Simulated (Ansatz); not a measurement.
**Run report: Cu, geometry relaxation (part 1 of 3)**

Cu (defect cell, 28 atoms in the cell), computed with DFT PBE, scalar-relativistic, plane waves, PAW, no spin polarisation (Ansatz 0.2.0).

The structure derives from a Materials Project entry. It belongs to a series of runs on one base structure; here: Cu interstitial, charge +0, atoms relaxed at the host's cell.

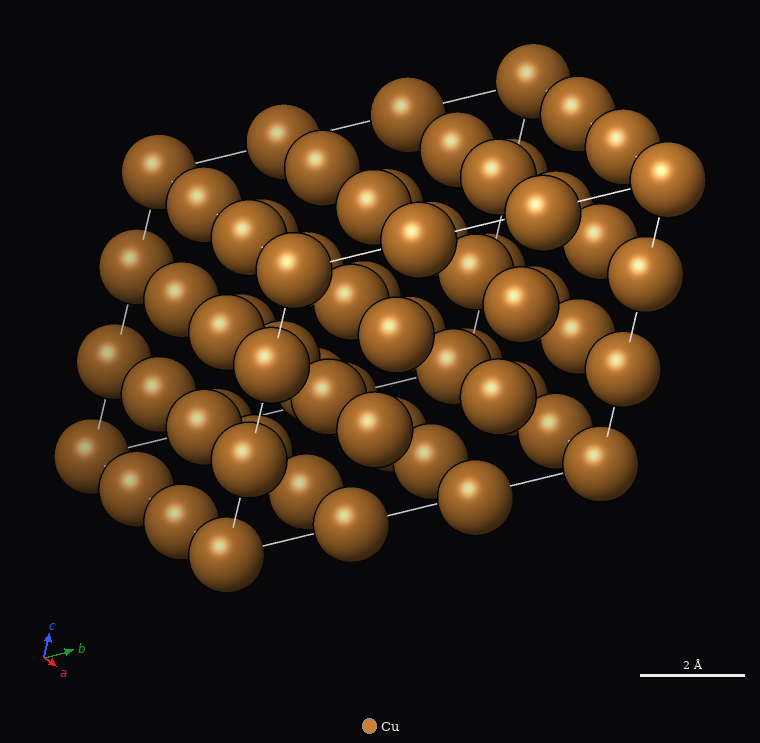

The structure as given in the input (spheres-only view of the cell of the calculation, seen slightly off an axis).

### Key numbers

```json
{"quantity": "outcome", "value": "converged"}
{"quantity": "electrons treated", "value": "532"}
{"quantity": "free energy", "value": "−185500.4446 eV"}
{"quantity": "Fermi energy", "value": "17.205 eV"}
{"quantity": "gap on the k-point mesh", "value": "none (metallic)"}
{"quantity": "final volume", "value": "322.81 Å³"}
{"quantity": "largest force (length of the vector) at the end", "value": "0.023 eV/Å"}
{"quantity": "hardware", "value": "4 threads of Intel Xeon @ 2.70GHz, 189 GiB of memory available, shared host"}
{"quantity": "wall time", "value": "14 min (CPU time 53 min)"}
{"quantity": "peak memory", "value": "3.9 GiB"}
```

### Input
```yaml
crystal:
  lattice:
    - [-5.4447042257, 0.0, 5.4447042257]
    - [-5.4447042257, -5.4447042257, 0.0]
    - [0.0, -5.4447042257, 5.4447042257]
  atoms:
    - { symbol: Cu, position: [0.0012165736, 0.6667961693, -0.0112873041] }
    - { symbol: Cu, position: [0.0, 0.3333333333, 0.0] }
    - { symbol: Cu, position: [0.0, 0.0, 0.0] }
    - { symbol: Cu, position: [-0.0050249133, 0.6664793317, 0.3410299013] }
    - { symbol: Cu, position: [-0.00513712, 0.3384139535, 0.3295776079] }
    - { symbol: Cu, position: [0.0, 0.0, 0.3333333333] }
    - { symbol: Cu, position: [0.0, 0.6666666667, 0.6666666667] }
    - { symbol: Cu, position: [0.0, 0.3333333333, 0.6666666667] }
    - { symbol: Cu, position: [0.0, 0.0, 0.6666666667] }
    - { symbol: Cu, position: [0.338397835, 0.6803440716, -0.0219769503] }
    - { symbol: Cu, position: [0.3168190185, 0.3182005363, 0.0217207353] }
    - { symbol: Cu, position: [0.3333333333, 0.0, 0.0] }
    - { symbol: Cu, position: [0.3333333333, 0.6666666667, 0.3333333333] }
    - { symbol: Cu, position: [0.3279954756, 0.3265938836, 0.3534638003] }
    - { symbol: Cu, position: [0.3333333333, 0.0, 0.3333333333] }
    - { symbol: Cu, position: [0.3333333333, 0.6666666667, 0.6666666667] }
    - { symbol: Cu, position: [0.3333333333, 0.3333333333, 0.6666666667] }
    - { symbol: Cu, position: [0.3333333333, 1.0, 0.6666666667] }
    - { symbol: Cu, position: [0.6666666667, 0.6666666667, 0.0] }
    - { symbol: Cu, position: [0.6666666667, 0.3333333333, 0.0] }
    - { symbol: Cu, position: [0.6666666667, 0.0, 0.0] }
    - { symbol: Cu, position: [0.6666666667, 0.6666666667, 0.3333333333] }
    - { symbol: Cu, position: [0.6666666667, 0.3333333333, 0.3333333333] }
    - { symbol: Cu, position: [0.6666666667, 1.0, 0.3333333333] }
    - { symbol: Cu, position: [0.6666666667, 0.6666666667, 0.6666666667] }
    - { symbol: Cu, position: [0.6666666667, 0.3333333333, 0.6666666667] }
    - { symbol: Cu, position: [0.6666666667, 0.0, 0.6666666667] }
    - { symbol: Cu, position: [0.1817705117, 0.4962414567, 0.1570933954] }
basis:
  ecutwfc: 420
  xc_grid: 2
kpoints:
  mp_grid: { grid: [4, 4, 4], shift: [0.0, 0.0, 0.0] }
hamiltonian:
  xc: pbe
scf:
  occupations: { method: gaussian, width: 0.1 }
output:
  forces: true
  stress: false
  eigenvalues: true
relax:
  adjacent_minimum: "off"
  f_tol: 0.025
  max_steps: 45
```

Launched with:
```bash
ansatz run input.yaml --threads 4 --pin off --max-ram 8192MiB --backend cpu --events-out ev --progress --plain --runs-dir out
```

### Output
```
Engine: ansatz 0.2.0, x86_64-unknown-linux-gnu
Pseudopotentials: kind: paw
Pseudopotential: Cu, paw, valence charge 19, recommended cutoff 420 eV (normal), Cu.paw.azcp
Functional definition: PBE
  parameter kappa = 0.804
  parameter beta = 0.06672455060314922
  exchange = pbe_x(kappa = kappa, mu = beta*pi^2/3)
  correlation = pbe_c(beta = beta)
Crystal: 28 atoms, lattice volume = 322.814 Å³
Basis set: ecut = 420 eV, 6303 PW (Γ), exchange–correlation on 108×108×108 points (8 copies of the dense FFT grid, shifted against one another)
Bands: 320, of which v1, the nominal top of the filled ones, is band 266 counted from 1 (265 counted from 0)
Symmetry: 1 space group operations
Space group: P1 (ITA 1), of the structure as read, at distance tolerance 6.9e-5 Å
k-points: 36 of 64 (time reversal used)
Non-local potential: Cu, projectors of the file, l = 0: 3, l = 1: 2, l = 2: 3, l = 3: 1
PAW form: soft (Blöchl's): semilocal exchange-correlation on the pseudo side does not see the compensation charge
PAW one-centre angular grid: Cu, 590 points (default); XC on 64 Gauss nodes
Initial density: superposition of atomic densities (neutral atoms: chi_scale 0, normalization atom), corrected by the library's trained network
Initial wavefunctions: pseudopotential atomic-orbital guess
Functional: x = pbe(κ = 0.804, μ = 0.2195149727645171), c = pbe(β = 0.06672455060314922)
SCF iter   1: F=—  HF=-185492.736876 eV  |F-HF|=—  |Δ(HF+E_count)|=         —  Δρ=8.05e-3  dr2=1.53e-1  ethr=1.77e-3  ⟨swp⟩=5.0  Hψ=38610  notcnv=0  defer=780
preconditioner: auto → Kerker (q_TF=auto, 2.965 Å⁻¹)  [metal: Δε(μ)=0.065 eV  Ē_g=10.427 eV  σ=0.100 eV  W_gap=0.35  n_scr=136 (ndim 8)  ℏωp=36.3 eV  f_vac=0.000  D(μ)=5.27/eV (n_scr^D=26)]
SCF iter   2: F=—  HF=-185492.722914 eV  |F-HF|=—  |Δ(HF+E_count)|=   1.40e-2  Δρ=1.70e-3  dr2=2.19e-2  ethr=2.88e-5  ⟨swp⟩=2.0  Hψ=23031  notcnv=0  defer=998
SCF iter   3: F=—  HF=-185492.719640 eV  |F-HF|=—  |Δ(HF+E_count)|=   3.27e-3  Δρ=1.66e-3  dr2=1.54e-2  ethr=4.12e-6  ⟨swp⟩=2.0  Hψ=19423  notcnv=0  defer=998
SCF iter   4: F=—  HF=-185492.716699 eV  |F-HF|=—  |Δ(HF+E_count)|=   2.94e-3  Δρ=4.19e-4  dr2=1.64e-3  ethr=2.89e-6  ⟨swp⟩=2.0  Hψ=15410  notcnv=0  defer=998
SCF iter   5: F=—  HF=-185492.716749 eV  |F-HF|=—  |Δ(HF+E_count)|=   5.04e-5  Δρ=4.33e-4  dr2=5.76e-4  ethr=3.09e-7  ⟨swp⟩=2.0  Hψ=19446  notcnv=0  defer=998
SCF iter   6: F=—  HF=-185492.716611 eV  |F-HF|=—  |Δ(HF+E_count)|=   1.38e-4  Δρ=2.09e-4  dr2=1.70e-4  ethr=1.08e-7  ⟨swp⟩=2.0  Hψ=18619  notcnv=0  defer=998
SCF iter   7: F=-185492.716587 eV  HF=-185492.716599 eV  |F-HF|=1.23e-5  |Δ(HF+E_count)|=   1.13e-5  Δρ=3.91e-5  dr2=1.23e-5  ethr=2.94e-9  ⟨swp⟩=8.1  Hψ=69378  notcnv=0
SCF 1 converged in 7 iterations: F = -185492.716587 eV  dr2 = 1.23e-5
  greatest PAW one-centre occupation: 1.000 electrons in one spin orbital (limit 2), on the Cu atom at site 27 (counted from 0), in its partial waves of l = 0
relax step   1: F+E_penalty+E_count = -185492.71658697 eV  Δ(F+E_penalty+E_count) = +0.000e0 eV  max|allowed force component| = 1.682e1 eV/Å  Δτ_max = 0.0000 Å  (7 SCF iters, dr2 threshold 1.56e-5 eV, accepted)
Initial density: handed on by an earlier stage of this run
Initial wavefunctions: those handed on with the density
iter 1 solved again at ethr=2.58e-4 eV; its pass at ethr=3.10e-3 eV (dr2=1.37e0 eV) is discarded
SCF iter   1: F=—  HF=-185499.101612 eV  |F-HF|=—  |Δ(HF+E_count)|=         —  Δρ=2.56e-2  dr2=1.37e0  ethr=2.58e-4  ⟨swp⟩=1.0  Hψ=48120  notcnv=0  defer=1429
preconditioner: auto → Kerker (q_TF=auto, 2.965 Å⁻¹)  [metal: Δε(μ)=0.005 eV  Ē_g=10.344 eV  σ=0.100 eV  W_gap=0.03  n_scr=136 (ndim 8)  ℏωp=36.3 eV  f_vac=0.000  D(μ)=7.53/eV (n_scr^D=58)]
SCF iter   2: F=—  HF=-185498.899122 eV  |F-HF|=—  |Δ(HF+E_count)|=   2.02e-1  Δρ=9.12e-3  dr2=1.96e-1  ethr=2.58e-4  ⟨swp⟩=2.0  Hψ=19734  notcnv=0  defer=1429
SCF iter   3: F=—  HF=-185498.857312 eV  |F-HF|=—  |Δ(HF+E_count)|=   4.18e-2  Δρ=5.57e-3  dr2=1.24e-1  ethr=3.68e-5  ⟨swp⟩=2.0  Hψ=20742  notcnv=0  defer=1636
SCF iter   4: F=—  HF=-185498.838890 eV  |F-HF|=—  |Δ(HF+E_count)|=   1.84e-2  Δρ=1.21e-3  dr2=1.80e-2  ethr=2.32e-5  ⟨swp⟩=2.0  Hψ=18285  notcnv=0  defer=1636
SCF iter   5: F=—  HF=-185498.837696 eV  |F-HF|=—  |Δ(HF+E_count)|=   1.19e-3  Δρ=4.31e-4  dr2=9.42e-4  ethr=3.39e-6  ⟨swp⟩=2.0  Hψ=20042  notcnv=0  defer=1650
SCF iter   6: F=—  HF=-185498.837571 eV  |F-HF|=—  |Δ(HF+E_count)|=   1.26e-4  Δρ=4.49e-4  dr2=5.09e-4  ethr=1.77e-7  ⟨swp⟩=2.0  Hψ=19453  notcnv=0  defer=1650
SCF iter   7: F=-185498.837444 eV  HF=-185498.837488 eV  |F-HF|=4.49e-5  |Δ(HF+E_count)|=   8.21e-5  Δρ=8.81e-5  dr2=5.79e-5  ethr=1.88e-8  ⟨swp⟩=6.7  Hψ=55347  notcnv=0
SCF 2 converged in 7 iterations: F = -185498.837444 eV  dr2 = 5.79e-5
relax step   2: F+E_penalty+E_count = -185498.83744362 eV  Δ(F+E_penalty+E_count) = -6.121e0 eV  max|allowed force component| = 5.556e0 eV/Å  Δτ_max = 0.1906 Å  (7 SCF iters, dr2 threshold 1.00e-4 eV, accepted)
SCF iter   1: F=—  HF=-185500.548902 eV  |F-HF|=—  |Δ(HF+E_count)|=         —  Δρ=1.81e-2  dr2=6.27e-1  ethr=2.10e-3  ⟨swp⟩=4.1  Hψ=24748  notcnv=0  defer=1487
preconditioner: auto → Kerker (q_TF=auto, 2.965 Å⁻¹)  [metal: Δε(μ)=0.052 eV  Ē_g=10.363 eV  σ=0.100 eV  W_gap=0.28  n_scr=136 (ndim 8)  ℏωp=36.3 eV  f_vac=0.000  D(μ)=7.89/eV (n_scr^D=58)]
SCF iter   2: F=—  HF=-185500.414915 eV  |F-HF|=—  |Δ(HF+E_count)|=   1.34e-1  Δρ=8.54e-3  dr2=1.42e-1  ethr=1.18e-4  ⟨swp⟩=2.0  Hψ=17136  notcnv=0  defer=1652
SCF iter   3: F=—  HF=-185500.366676 eV  |F-HF|=—  |Δ(HF+E_count)|=   4.82e-2  Δρ=4.27e-3  dr2=6.23e-2  ethr=2.67e-5  ⟨swp⟩=2.0  Hψ=19728  notcnv=0  defer=1652
SCF iter   4: F=—  HF=-185500.357570 eV  |F-HF|=—  |Δ(HF+E_count)|=   9.11e-3  Δρ=7.91e-4  dr2=5.82e-3  ethr=1.17e-5  ⟨swp⟩=2.0  Hψ=17414  notcnv=0  defer=1652
SCF iter   5: F=—  HF=-185500.357269 eV  |F-HF|=—  |Δ(HF+E_count)|=   3.01e-4  Δρ=5.50e-4  dr2=1.41e-3  ethr=1.09e-6  ⟨swp⟩=2.0  Hψ=19441  notcnv=0  defer=1652
SCF iter   6: F=—  HF=-185500.356993 eV  |F-HF|=—  |Δ(HF+E_count)|=   2.75e-4  Δρ=3.27e-4  dr2=2.13e-4  ethr=2.64e-7  ⟨swp⟩=2.0  Hψ=15444  notcnv=0  defer=1652
SCF iter   7: F=-185500.356931 eV  HF=-185500.356985 eV  |F-HF|=5.39e-5  |Δ(HF+E_count)|=   8.11e-6  Δρ=7.98e-5  dr2=5.35e-5  ethr=1.88e-8  ⟨swp⟩=7.5  Hψ=54274  notcnv=0
SCF 3 converged in 7 iterations: F = -185500.356931 eV  dr2 = 5.35e-5
  greatest PAW one-centre occupation: 1.000 electrons in one spin orbital (limit 2), on the Cu atom at site 26 (counted from 0), in its partial waves of l = 0
relax step   3: F+E_penalty+E_count = -185500.35693140 eV  Δ(F+E_penalty+E_count) = -1.519e0 eV  max|allowed force component| = 1.168e0 eV/Å  Δτ_max = 0.2000 Å  (7 SCF iters, dr2 threshold 1.00e-4 eV, accepted)
SCF iter   1: F=—  HF=-185500.466498 eV  |F-HF|=—  |Δ(HF+E_count)|=         —  Δρ=5.40e-3  dr2=5.27e-2  ethr=1.37e-4  ⟨swp⟩=4.6  Hψ=23068  notcnv=0  defer=1653
preconditioner: auto → Kerker (q_TF=auto, 2.965 Å⁻¹)  [metal: Δε(μ)=0.054 eV  Ē_g=10.378 eV  σ=0.100 eV  W_gap=0.29  n_scr=136 (ndim 8)  ℏωp=36.3 eV  f_vac=0.000  D(μ)=8.15/eV (n_scr^D=58)]
SCF iter   2: F=—  HF=-185500.451940 eV  |F-HF|=—  |Δ(HF+E_count)|=   1.46e-2  Δρ=2.97e-3  dr2=1.67e-2  ethr=9.90e-6  ⟨swp⟩=1.3  Hψ=13262  notcnv=0  defer=1653
SCF iter   3: F=—  HF=-185500.445502 eV  |F-HF|=—  |Δ(HF+E_count)|=   6.44e-3  Δρ=1.32e-3  dr2=5.87e-3  ethr=3.14e-6  ⟨swp⟩=2.0  Hψ=19449  notcnv=0  defer=1653
SCF iter   4: F=—  HF=-185500.444626 eV  |F-HF|=—  |Δ(HF+E_count)|=   8.76e-4  Δρ=2.85e-4  dr2=5.88e-4  ethr=1.10e-6  ⟨swp⟩=2.0  Hψ=19429  notcnv=0  defer=1653
iter 5 did not close the SCF: its close was put off for the readings that it lacked (scf_convergence_deferred on its scf_iter line)
SCF iter   5: F=-185500.444526 eV  HF=-185500.444567 eV  |F-HF|=4.15e-5  |Δ(HF+E_count)|=   5.89e-5  Δρ=7.33e-5  dr2=3.94e-5  ethr=1.11e-7  ⟨swp⟩=2.0  Hψ=19449  notcnv=0  defer=1653
SCF iter   6: F=-185500.444543 eV  HF=-185500.444563 eV  |F-HF|=2.02e-5  |Δ(HF+E_count)|=   3.79e-6  Δρ=7.69e-5  dr2=1.71e-5  ethr=7.40e-9  ⟨swp⟩=7.0  Hψ=49150  notcnv=0
SCF 4 converged in 6 iterations: F = -185500.444543 eV  dr2 = 1.71e-5
relax step   4: F+E_penalty+E_count = -185500.44454323 eV  Δ(F+E_penalty+E_count) = -8.761e-2 eV  max|allowed force component| = 1.930e-2 eV/Å  Δτ_max = 0.0700 Å  (6 SCF iters, dr2 threshold 8.53e-5 eV, accepted)
iter 1 solved again at ethr=3.22e-9 eV; its pass at ethr=3.10e-3 eV (dr2=1.71e-5 eV) is discarded
SCF iter   1: F=—  HF=-185500.444574 eV  |F-HF|=—  |Δ(HF+E_count)|=         —  Δρ=7.69e-5  dr2=1.71e-5  ethr=3.22e-9  ⟨swp⟩=1.0  Hψ=26789  notcnv=0
preconditioner: auto → Kerker (q_TF=auto, 2.965 Å⁻¹)  [metal: Δε(μ)=0.059 eV  Ē_g=10.379 eV  σ=0.100 eV  W_gap=0.32  n_scr=136 (ndim 8)  ℏωp=36.3 eV  f_vac=0.000  D(μ)=8.14/eV (n_scr^D=58)]
SCF iter   2: F=—  HF=-185500.444561 eV  |F-HF|=—  |Δ(HF+E_count)|=   1.26e-5  Δρ=2.30e-5  dr2=4.10e-6  ethr=3.22e-9  ⟨swp⟩=2.0  Hψ=19438  notcnv=0
SCF iter   3: F=—  HF=-185500.444561 eV  |F-HF|=—  |Δ(HF+E_count)|=   2.68e-7  Δρ=1.45e-5  dr2=2.34e-6  ethr=7.70e-10  ⟨swp⟩=2.0  Hψ=10365  notcnv=0
SCF iter   4: F=—  HF=-185500.444561 eV  |F-HF|=—  |Δ(HF+E_count)|=   4.04e-7  Δρ=4.39e-6  dr2=1.72e-7  ethr=4.40e-10  ⟨swp⟩=2.0  Hψ=15372  notcnv=0
iter 5 did not close the SCF: its close was put off for the readings that it lacked (scf_convergence_deferred on its scf_iter line)
SCF iter   5: F=-185500.444561 eV  HF=-185500.444561 eV  |F-HF|=1.22e-7  |Δ(HF+E_count)|=   1.50e-8  Δρ=6.92e-6  dr2=9.28e-8  ethr=3.23e-11  ⟨swp⟩=2.0  Hψ=19449  notcnv=0
SCF iter   6: F=-185500.444561 eV  HF=-185500.444561 eV  |F-HF|=9.84e-9  |Δ(HF+E_count)|=   2.25e-8  Δρ=1.66e-6  dr2=1.23e-8  ethr=1.74e-11  ⟨swp⟩=3.0  Hψ=42347  notcnv=0
SCF 5 converged in 6 iterations: F = -185500.444561 eV  dr2 = 1.23e-8
relax step   5: F+E_penalty+E_count = -185500.44456060 eV  Δ(F+E_penalty+E_count) = -1.737e-5 eV  max|allowed force component| = 1.904e-2 eV/Å  Δτ_max = 0.0000 Å  (6 SCF iters, accepted)
```

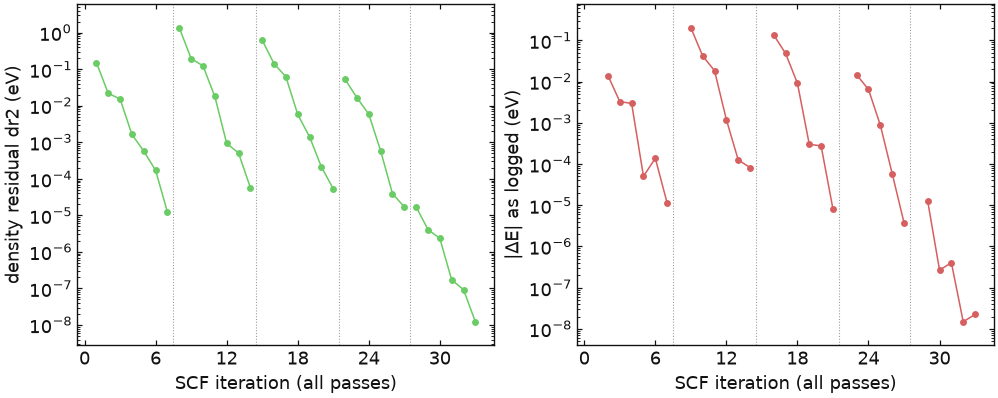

Convergence of the self-consistent field: density residual dr2 and size of the energy change against the SCF iteration. The dotted lines part the SCF passes of the relaxation: geometry steps, rejected trials and re-solves on a re-selected basis. The 5 passes take 6 to 7 iterations each, 33 in all.
